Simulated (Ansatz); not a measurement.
# Run report: SnO, geometry relaxation (part 2 of 2)

The same run, continued: SnO (P4/nmm, 4 atoms in the cell); DFT r2SCAN, scalar-relativistic, plane waves, PAW, no spin polarisation (Ansatz 0.2.0); cutoff 500 eV, 10×10×8 k-mesh, Gaussian smearing of 0.01 eV. The structure derives from an entry of the Crystallography Open Database.

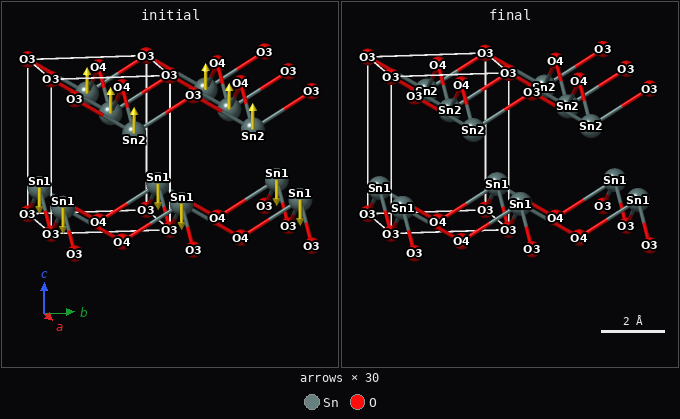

Before (left) and after (right) the relaxation, at one scale (ball-and-stick view of the cell of the calculation, repeated 2 × 2 × 1, seen slightly off an axis). The yellow arrows give the displacements (without the part carried along by the change of the cell), magnified 30 times. The largest moves relative to the cell, 0.028 Å, are those of Sn1 and Sn2. O stays in place. The drawn cell changes at constant volume: a = b 3.846 → 3.815 Å (−0.8 %), c 4.980 → 5.062 Å (+1.6 %). Among the contacts that change: Sn1–O3 2.245 → 2.227 Å. The space group stays P4/nmm (No. 129). Over 3 geometry steps the energy falls by 3.7 meV per atom. Largest force component: 0.41 eV/Å at the start, 0.0075 eV/Å at the end. Pressure: −2.71 GPa at the start and −0.62 GPa at the end. A last SCF at the same geometry on a re-selected plane-wave basis shifts the energy by +0.0 meV per atom. (Atoms are counted from 1 in the order of the input.)

```
basis re-selected at this cell: Δ(F+E_penalty+E_count) = +7.086e-6 eV, ΔP = +0.001 GPa vs the last step (what re-selecting the basis moved, of the pressure what is left beyond the Pulay correction that the steps carried, after the strain that the cell walked since its last selection, with what the two solves' SCF thresholds leave and, on support functions, any second-order correction that the steps lacked; it is no measure of the basis error at this ecutwfc). This SCF's stress stands 3.81e-2 GPa from its target on what of the cell is left free (relax.cell.stress_tol is 1.00e-1 GPa) and its largest allowed force component is 7.49e-3 eV/Å (relax.f_tol is 1.00e-2 eV/Å): within both
SCF converged after 5 iterations
Free energy (F): -13214.688439 eV
Harris-Foulkes:  -13214.688439 eV  (|F-HF|=2.87e-10)
Internal energy: -13214.688439 eV  (E = F + TS)
E sigma→0 (E₀):  -13214.688439 eV
Fermi energy:    9.486095 eV
--- Per-component energies (eV) ---
  E_band       = -239.156947
  E_kinetic    = 725.459459
  E_local      = -2882.501104  (includes V_loc(G=0)·N_el)
  E_nonlocal   = 29.889939
  E_hartree    = 1541.402564
  E_xc         = -896.442818
  E_vxc        = -419.828524  (∫ρ·V_xc dr)
  E_paw        = -8638.641119  (= ΣΔE_a)
  E_vpaw       = -801.400327  (= ΣTr[D̂ρ^β])
  E_aug_tail   = 0.002051  (compensation charges beyond the density's cutoff)
  E_vtau       = 26.416455  (kinetic-family band-sum trace: ∫τ·v_τ [+ j·A + Jᵃ·Aᵃ] dr)
  E_ewald      = -3095.264170
  E_core_change = 1.406758  (= ΣΔE_core)
  E_smearing   = -0.000000  (= −TS)
  E_closure    = -0.000000  (closes the sum)
  Σ components = -13214.688439   (vs F -13214.688439, Δ=0.00e0)
--- Forces (eV/Å), atoms counted from 1 ---
  atom   1  Sn     0.00000000     0.00000000    -0.00748754
  atom   2  Sn     0.00000000     0.00000000     0.00748754
  atom   3  O     -0.00000000     0.00000000    -0.00000000
  atom   4  O      0.00000000     0.00000000     0.00000000
  max |Σ_I F_I| component: 8.67e-19 eV/Å
--- Stress (GPa, compression-positive) ---
       -0.636612       0.000000       0.000000
        0.000000      -0.636612       0.000000
        0.000000       0.000000      -0.579463
  P = ⅓ Tr σ = -0.6176 GPa (-6.176 kbar)
--- Band table (eV; the first three rows and the last of 105) ---
  k-point 0: bands = ["-13.6819", "-13.1506", "-13.1287", "-13.1287", "-13.1039", "-13.0704", "-13.0568", "-13.0542", "-13.0138", "-13.0138", "-12.2036", "-9.5560", "1.2133", "2.5978", "2.6426", "2.6426", "5.4299", "5.7344", "5.7344", "9.1937", "11.5110", "13.3987", "14.4077", "14.4077"]
  k-point 1: bands = ["-13.6805", "-13.1520", "-13.1260", "-13.1260", "-13.1027", "-13.0704", "-13.0579", "-13.0546", "-13.0168", "-13.0168", "-12.2000", "-9.5560", "0.8915", "2.6531", "2.6531", "3.0756", "5.4237", "5.7327", "5.7327", "8.9957", "11.3659", "13.5300", "13.8585", "13.8585"]
  k-point 2: bands = ["-13.6772", "-13.1554", "-13.1188", "-13.1188", "-13.0998", "-13.0702", "-13.0609", "-13.0557", "-13.0247", "-13.0247", "-12.1915", "-9.5561", "0.4228", "2.6789", "2.6789", "4.0039", "5.4088", "5.7284", "5.7284", "8.3878", "11.2187", "13.2476", "13.2476", "13.5502"]
  k-point 104: bands = ["-13.5875", "-13.5875", "-13.1168", "-13.1168", "-13.0844", "-13.0844", "-13.0333", "-13.0333", "-13.0024", "-13.0024", "-10.4378", "-10.4378", "-0.0231", "-0.0231", "3.4373", "3.4373", "6.4048", "6.4048", "6.5748", "6.5748", "11.9020", "11.9020", "13.2282", "13.2282"]
--- Relaxed structure (4 steps of the walk, 4 accepted, 1 SCFs on fresh bases) ---
  F+E_penalty+E_count = -13214.68843929 eV   max|allowed force component| = 7.488e-3 eV/Å   (the final SCF, on the basis selected at the relaxed cell)
  cell:  # Å, volume = 73.6742 Å³
    - [3.8151768024797614, -8.835443260231209e-35, 0.0]
    - [-8.835443260231209e-35, 3.8151768024797614, 0.0]
    - [0.0, 0.0, 5.061577679710201]
  atoms:
    - { symbol: Sn, position: [0.5000000000000001, -1.3363823550460978e-51, 0.22696517050045686] }
    - { symbol: Sn, position: [-7.334584580895322e-38, 0.5000000000000001, 0.7730348294995434] }
    - { symbol: O, position: [1.2224307634825437e-37, -5.026911708464872e-88, -9.668915933080053e-35] }
    - { symbol: O, position: [0.5000000000000001, 0.5000000000000001, 2.127161505277612e-34] }
```

Trajectory as extended XYZ (Å, eV, eV/Å), 5 frames, from step=1 to step=5
```
4
Lattice="3.8464 0.0000 0.0000 0.0000 3.8464 0.0000 0.0000 0.0000 4.9797" Properties=species:S:1:pos:R:3:forces:R:3 step=1 energy=-13214.67350 pressure_GPa=-2.71
Sn    1.9232    0.0000    1.1582    0.0000   0.0000  -0.4092
Sn    0.0000    1.9232    3.8215    0.0000   0.0000   0.4092
O     0.0000    0.0000    0.0000    0.0000   0.0000   0.0000
O     1.9232    1.9232    0.0000    0.0000   0.0000   0.0000
4
Lattice="3.8298 0.0000 0.0000 0.0000 3.8298 0.0000 0.0000 0.0000 5.0229" Properties=species:S:1:pos:R:3:forces:R:3 step=2 energy=-13214.68155 pressure_GPa=0.05
Sn    1.9149    0.0000    1.1262    0.0000   0.0000   0.3253
Sn    0.0000    1.9149    3.8967    0.0000   0.0000  -0.3253
O     0.0000    0.0000    0.0000    0.0000   0.0000   0.0000
O     1.9149    1.9149    0.0000    0.0000   0.0000   0.0000
4
Lattice="3.8211 0.0000 0.0000 0.0000 3.8211 0.0000 0.0000 0.0000 5.0458" Properties=species:S:1:pos:R:3:forces:R:3 step=3 energy=-13214.68814 pressure_GPa=-0.73
Sn    1.9106    0.0000    1.1458    0.0000   0.0000   0.0076
Sn    0.0000    1.9106    3.9000    0.0000   0.0000  -0.0076
O     0.0000    0.0000    0.0000    0.0000   0.0000   0.0000
O     1.9106    1.9106    0.0000    0.0000   0.0000   0.0000
4
Lattice="3.8152 0.0000 0.0000 0.0000 3.8152 0.0000 0.0000 0.0000 5.0616" Properties=species:S:1:pos:R:3:forces:R:3 step=4 energy=-13214.68845 pressure_GPa=-0.62
Sn    1.9076    0.0000    1.1488    0.0000   0.0000  -0.0076
Sn    0.0000    1.9076    3.9128    0.0000   0.0000   0.0076
O     0.0000    0.0000    0.0000    0.0000   0.0000   0.0000
O     1.9076    1.9076    0.0000    0.0000   0.0000   0.0000
4
Lattice="3.8152 0.0000 0.0000 0.0000 3.8152 0.0000 0.0000 0.0000 5.0616" Properties=species:S:1:pos:R:3:forces:R:3 step=5 energy=-13214.68844 pressure_GPa=-0.62
Sn    1.9076    0.0000    1.1488    0.0000   0.0000  -0.0075
Sn    0.0000    1.9076    3.9128    0.0000   0.0000   0.0075
O     0.0000    0.0000    0.0000    0.0000   0.0000   0.0000
O     1.9076    1.9076    0.0000    0.0000   0.0000   0.0000
```

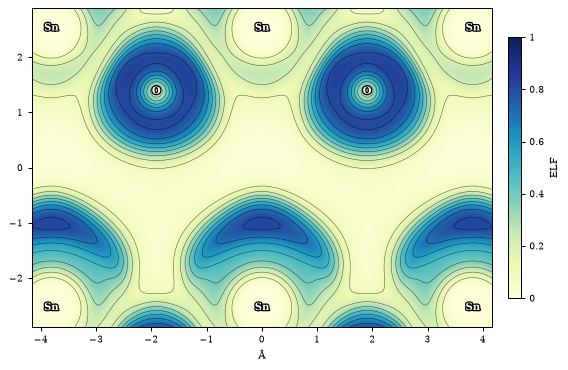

Electron localisation function on the (010) plane of the conventional cell. The section cuts through Sn and O sites. Sn–O (2.23 Å): the ELF is about 0.20 at the midpoint. In a PAW calculation such maps are meaningful between the atoms, not at the nuclei.

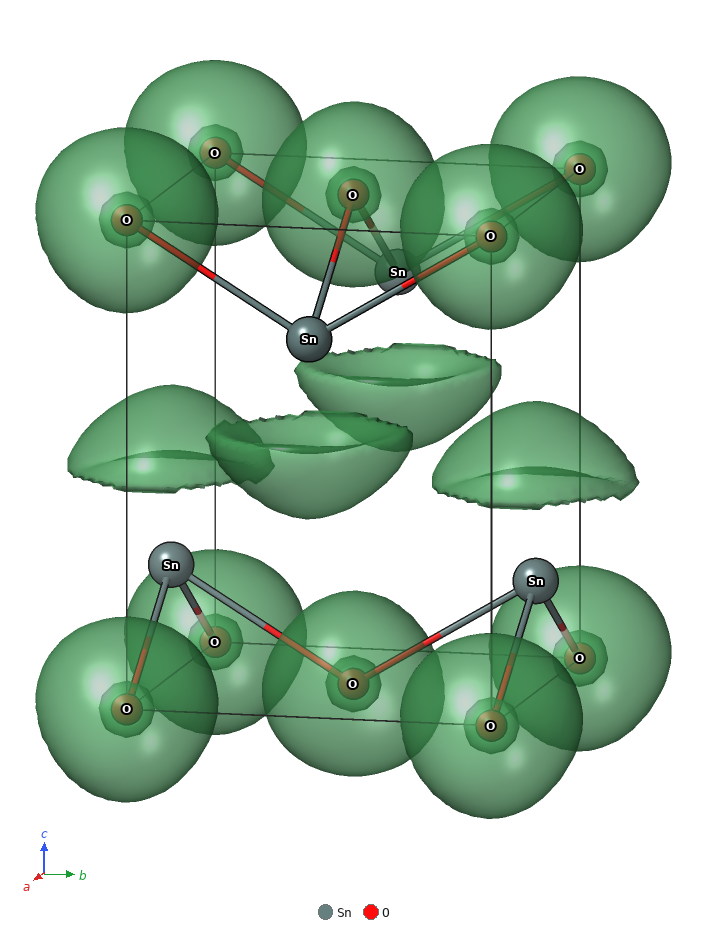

Isosurface of the ELF at 0.6 (green), seen slightly off an axis. Core shells and regions of very low density are left out. Sticks mark near contacts. The outline is the cell set on symmetry axes. Values along the shortest contacts: Sn–O (2.23 Å): the ELF is about 0.20 at the midpoint.

The run was set up as follows.

Input
```yaml
crystal:
  lattice:
    - [3.8464161274, 0.0, 0.0]
    - [0.0, 3.8464161274, 0.0]
    - [0.0, 0.0, 4.9796946155]
  atoms:
    - { symbol: Sn, position: [0.5, 0.0, 0.2325790935] }
    - { symbol: Sn, position: [0.0, 0.5, 0.7674209065] }
    - { symbol: O, position: [0.0, 0.0, 0.0] }
    - { symbol: O, position: [0.5, 0.5, 0.0] }
basis:
  ecutwfc: 500
kpoints:
  mp_grid: { grid: [10, 10, 8] }
hamiltonian:
  xc: r2scan
scf:
  occupations: { method: gaussian, width: 0.01 }
output:
  forces: true
  stress: true
  eigenvalues: true
  write_density: true
  write_potential: true
  elf: true
  volumetric_format: npy
relax:
  adjacent_minimum: "off"
  f_tol: 0.01
  max_steps: 30
  cell: { stress_tol: 0.1, fix: [volume] }
```

Launched with:
```bash
ansatz run input.yaml --threads 2 --pin off --max-ram 5120MiB --backend cpu --events-out ev --progress --plain --runs-dir out
```

Summary

```csv
quantity,value
outcome,converged
space group (tolerance 0.01 Å),P4/nmm (129)
electrons treated,40
free energy,−13214.6884 eV
Fermi energy,9.486 eV
gap on the k-point mesh,0.58 eV
pressure,−0.62 GPa
final volume,73.67 Å³
largest force (length of the vector) at the end,0.007 eV/Å
final cell,"a = 3.815 Å, b = 3.815 Å, c = 5.062 Å, α = 90.00°, β = 90.00°, γ = 90.00°"
hardware,"2 threads of Arm Neoverse V1, 24 GiB of memory available, shared host"
wall time,69 s (CPU time 2.3 min)
peak memory,0.65 GiB
```
